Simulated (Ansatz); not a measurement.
# What a change does: single-point calculation on C

System: C (P6₃/mmc, 8 atoms in the cell).
Method of run 1: DFT, PBE, plane waves, PAW, no spin polarisation (Ansatz 0.2.0).

The structure was built on a prototype by a generator. The geometry comes from this level: PBE. Text and figures count atoms from 1; the logs count them from 0 in places.

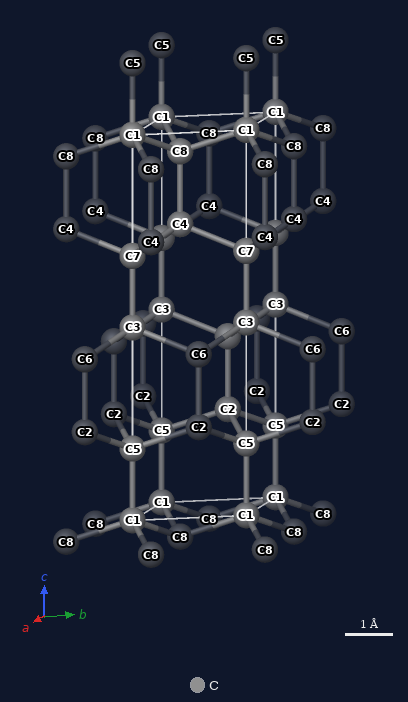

Figure 1. The structure (ball-and-stick view of the cell of the calculation, seen slightly off an axis; neighbours outside the cell are drawn fainter; atoms are numbered from 1 in the order of the input).

### The input, run 1
```yaml
crystal:
  lattice:
    - [2.5179974805, 0.0, 0.0]
    - [-1.2589987402, 2.1806497847, 0.0]
    - [0.0, 0.0, 8.3044643025]
  atoms:
    - { symbol: C, position: [0.0, 0.0, 0.0007812096] }
    - { symbol: C, position: [0.3333333333, 0.6666666667, 0.2492781312] }
    - { symbol: C, position: [0.0, 0.0, 0.5007812096] }
    - { symbol: C, position: [0.6666666667, 0.3333333333, 0.7492781312] }
    - { symbol: C, position: [0.0, 0.0, 0.1867187904] }
    - { symbol: C, position: [0.3333333333, 0.6666666667, 0.4382218688] }
    - { symbol: C, position: [0.0, 0.0, 0.6867187904] }
    - { symbol: C, position: [0.6666666667, 0.3333333333, 0.9382218688] }
kpoints:
  mp_grid: { grid: [9, 9, 4] }
hamiltonian:
  xc: pbe
scf:
  occupations: { method: fixed }
  n_extra_bands: 6
output:
  forces: true
  stress: true
  eigenvalues: true
```

Command:
```bash
ansatz run input.yaml --threads 2 --pin off --max-ram 3686MiB --backend cpu --events-out ev --progress --plain --runs-dir out
```

Hardware: 2 threads of Arm Neoverse V1, 24 GiB of memory available, shared host.

### Output, shortened to warnings, some set-up lines, iterations and results (run 1)
```
Basis set: ecut = 420 eV, 909 PW (Γ), exchange–correlation on 36×36×120 points (8 copies of the dense FFT grid, shifted against one another)
Symmetry: 24 space group operations
k-points: 36 of 324
Initial density: superposition of atomic densities (neutral atoms: chi_scale 0, normalization atom), corrected by the library's trained network
[...]
SCF iter   1: F=—  HF=-2006.389842 eV  |F-HF|=—  |Δ(HF+E_count)|=         —  Δρ=3.00e-3  dr2=3.00e-3  ethr=1.77e-3  ⟨swp⟩=4.8  Hψ=3528  notcnv=0  defer=129
SCF iter   2: F=—  HF=-2006.389360 eV  |F-HF|=—  |Δ(HF+E_count)|=   4.81e-4  Δρ=1.37e-3  dr2=3.94e-4  ethr=9.36e-6  ⟨swp⟩=2.5  Hψ=1657  notcnv=0  defer=144
SCF iter   3: F=—  HF=-2006.389479 eV  |F-HF|=—  |Δ(HF+E_count)|=   1.18e-4  Δρ=6.17e-4  dr2=9.55e-5  ethr=1.23e-6  ⟨swp⟩=2.1  Hψ=1255  notcnv=0  defer=142
SCF iter   4: F=—  HF=-2006.389507 eV  |F-HF|=—  |Δ(HF+E_count)|=   2.88e-5  Δρ=2.27e-4  dr2=7.03e-6  ethr=2.98e-7  ⟨swp⟩=2.1  Hψ=1145  notcnv=0  defer=75
SCF iter   5: F=—  HF=-2006.389516 eV  |F-HF|=—  |Δ(HF+E_count)|=   8.85e-6  Δρ=3.50e-5  dr2=1.85e-7  ethr=2.20e-8  ⟨swp⟩=2.2  Hψ=1330  notcnv=0  defer=82
SCF iter   6: F=-2006.389517 eV  HF=-2006.389516 eV  |F-HF|=1.30e-9  |Δ(HF+E_count)|=   2.14e-7  Δρ=2.35e-6  dr2=1.65e-9  ethr=3.13e-10  ⟨swp⟩=9.9  Hψ=3808  notcnv=0
SCF 1 converged in 6 iterations: F = -2006.389517 eV  dr2 = 1.65e-9
SCF converged after 6 iterations
Free energy (F): -2006.389517 eV
Harris-Foulkes:  -2006.389516 eV  (|F-HF|=1.30e-9)
Internal energy: -2006.389517 eV  (E = F + TS)
E sigma→0 (E₀):  -2006.389517 eV
Fermi energy:    13.355147 eV
--- Per-component energies (eV) ---
  E_band       = 136.870531
  E_kinetic    = 736.739456
  E_local      = -492.901151  (includes V_loc(G=0)·N_el)
  E_nonlocal   = 213.111555
  E_hartree    = 108.236166
  E_xc         = -389.418243
  E_vxc        = -483.428426  (∫ρ·V_xc dr)
  E_paw        = -793.630556  (= ΣΔE_a)
  E_vpaw       = -53.123242  (= ΣTr[D̂ρ^β])
  E_aug_tail   = 0.000070  (compensation charges beyond the density's cutoff)
  E_ewald      = -1388.526813
  E_smearing   = -0.000000  (= −TS)
  E_closure    = 0.000000  (closes the sum)
  Σ components = -2006.389517   (vs F -2006.389517, Δ=0.00e0)
--- Forces (eV/Å), atoms counted from 1 ---
  atom   1  C      0.00000000     0.00000000    -0.00038775
  atom   2  C      0.00000000     0.00000000    -0.00055693
  atom   3  C      0.00000000    -0.00000000    -0.00038775
  atom   4  C     -0.00000000    -0.00000000    -0.00055693
  atom   5  C      0.00000000    -0.00000000     0.00038775
  atom   6  C      0.00000000     0.00000000     0.00055693
  atom   7  C      0.00000000     0.00000000     0.00038775
  atom   8  C     -0.00000000    -0.00000000     0.00055693
  max |Σ_I F_I| component: 3.70e-17 eV/Å
--- Stress (GPa, compression-positive) ---
        0.030426       0.000000       0.000000
        0.000000       0.030426       0.000000
        0.000000       0.000000       0.019897
  P = ⅓ Tr σ = 0.0269 GPa (0.269 kbar)
```

The input of run 2 differs as follows (lines with − go, lines with + come):
```diff
-    - [2.5179974805, 0.0, 0.0]
-    - [-1.2589987402, 2.1806497847, 0.0]
-    - [0.0, 0.0, 8.3044643025]
+    - [2.4925614234, 0.0, 0.0]
+    - [-1.2462807117, 2.1586215132, 0.0]
+    - [0.0, 0.0, 8.2205750892]
```

Predict how the results change.

With the same functional and potentials, run 2 lies 7.3 meV per atom higher. The gap on the mesh goes from 4.56 to 4.63 eV. The pressure goes from 0.03 to 13.99 GPa. The largest force goes from 0.001 to 0.025 eV/Å. The volume per atom goes from 5.70 to 5.53 Å³. The cell is scaled evenly with the atoms at fixed fractional positions, so −ΔP/Δ ln V estimates the bulk modulus midway between the two volumes: about 460 GPa. The number of SCF iterations is the same. The plane waves at Γ go from 909 to 849.

### Output, shortened to warnings, some set-up lines, iterations and results (run 2)
```
Basis set: ecut = 420 eV, 849 PW (Γ), exchange–correlation on 36×36×120 points (8 copies of the dense FFT grid, shifted against one another)
Symmetry: 24 space group operations
k-points: 36 of 324
Initial density: superposition of atomic densities (neutral atoms: chi_scale 0, normalization atom), corrected by the library's trained network
[...]
SCF iter   1: F=—  HF=-2006.331143 eV  |F-HF|=—  |Δ(HF+E_count)|=         —  Δρ=3.50e-3  dr2=3.53e-3  ethr=1.77e-3  ⟨swp⟩=4.6  Hψ=3514  notcnv=0  defer=129
SCF iter   2: F=—  HF=-2006.330635 eV  |F-HF|=—  |Δ(HF+E_count)|=   5.08e-4  Δρ=1.63e-3  dr2=5.41e-4  ethr=1.10e-5  ⟨swp⟩=2.4  Hψ=1651  notcnv=0  defer=142
SCF iter   3: F=—  HF=-2006.330743 eV  |F-HF|=—  |Δ(HF+E_count)|=   1.08e-4  Δρ=7.05e-4  dr2=1.30e-4  ethr=1.69e-6  ⟨swp⟩=2.1  Hψ=1268  notcnv=0  defer=142
SCF iter   4: F=—  HF=-2006.330768 eV  |F-HF|=—  |Δ(HF+E_count)|=   2.50e-5  Δρ=2.18e-4  dr2=5.59e-6  ethr=4.05e-7  ⟨swp⟩=2.1  Hψ=1124  notcnv=0  defer=81
SCF iter   5: F=—  HF=-2006.330770 eV  |F-HF|=—  |Δ(HF+E_count)|=   1.54e-6  Δρ=4.13e-5  dr2=2.35e-7  ethr=1.75e-8  ⟨swp⟩=2.3  Hψ=1328  notcnv=0  defer=62
SCF iter   6: F=-2006.330770 eV  HF=-2006.330770 eV  |F-HF|=1.11e-9  |Δ(HF+E_count)|=   2.50e-7  Δρ=2.54e-6  dr2=1.64e-9  ethr=3.13e-10  ⟨swp⟩=10.1  Hψ=3807  notcnv=0
SCF 1 converged in 6 iterations: F = -2006.330770 eV  dr2 = 1.64e-9
SCF converged after 6 iterations
Free energy (F): -2006.330770 eV
Harris-Foulkes:  -2006.330770 eV  (|F-HF|=1.11e-9)
Internal energy: -2006.330770 eV  (E = F + TS)
E sigma→0 (E₀):  -2006.330770 eV
Fermi energy:    13.918180 eV
--- Per-component energies (eV) ---
  E_band       = 148.551212
  E_kinetic    = 745.211062
  E_local      = -484.037076  (includes V_loc(G=0)·N_el)
  E_nonlocal   = 214.634461
  E_hartree    = 106.548951
  E_xc         = -391.621811
  E_vxc        = -486.322543  (∫ρ·V_xc dr)
  E_paw        = -794.369990  (= ΣΔE_a)
  E_vpaw       = -54.032749  (= ΣTr[D̂ρ^β])
  E_aug_tail   = 0.000066  (compensation charges beyond the density's cutoff)
  E_ewald      = -1402.696432
  E_smearing   = -0.000000  (= −TS)
  E_closure    = 0.000000  (closes the sum)
  Σ components = -2006.330770   (vs F -2006.330770, Δ=0.00e0)
--- Forces (eV/Å), atoms counted from 1 ---
  atom   1  C     -0.00000000     0.00000000     0.01086570
  atom   2  C      0.00000000    -0.00000000     0.02531359
  atom   3  C     -0.00000000    -0.00000000     0.01086570
  atom   4  C      0.00000000    -0.00000000     0.02531359
  atom   5  C     -0.00000000    -0.00000000    -0.01086570
  atom   6  C      0.00000000    -0.00000000    -0.02531359
  atom   7  C     -0.00000000     0.00000000    -0.01086570
  atom   8  C      0.00000000    -0.00000000    -0.02531359
  max |Σ_I F_I| component: 1.85e-16 eV/Å
--- Stress (GPa, compression-positive) ---
       13.965802      -0.000000      -0.000000
        0.000000      13.965802      -0.000000
       -0.000000      -0.000000      14.050248
  P = ⅓ Tr σ = 13.9940 GPa (139.940 kbar)
```

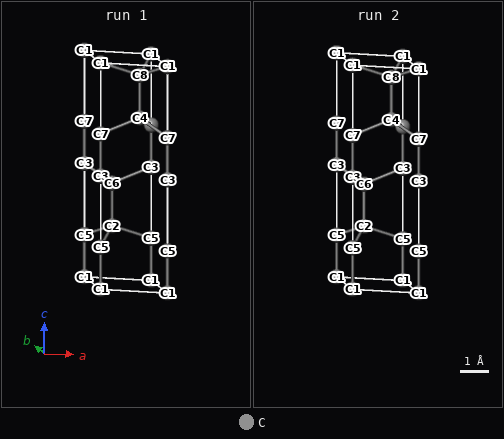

Figure 2. The two input geometries at one scale (ball-and-stick view of the cell of the calculation, seen slightly off an axis). No atom moves by more than 0.005 Å relative to the cell. The drawn cell changes as follows: a = b 2.518 → 2.493 Å (−1.0 %), c 8.304 → 8.221 Å (−1.0 %); the volume changes by −3.0 %. Among the contacts that change: C2–C6 1.569 → 1.553 Å, C1–C5 1.544 → 1.529 Å.

### The two runs side by side

| quantity | run 1 | run 2 |
| --- | --- | --- |
| outcome | converged | converged |
| free energy per atom (eV) | −250.7987 | −250.7913 |
| gap on the mesh (eV) | 4.56 | 4.63 |
| pressure (GPa) | 0.03 | 13.99 |
| volume per atom (Å³) | 5.70 | 5.53 |
| largest force (eV/Å) | 0.001 | 0.025 |
| SCF iterations | 6 | 6 |
| irreducible k-points | 36 | 36 |
| plane waves at Γ | 909 | 849 |
| wall time (shared host) | 1.1 s | 1 s |

For run 2: The cell is under a pressure of 14.0 GPa at this level, so it is not at its equilibrium volume.
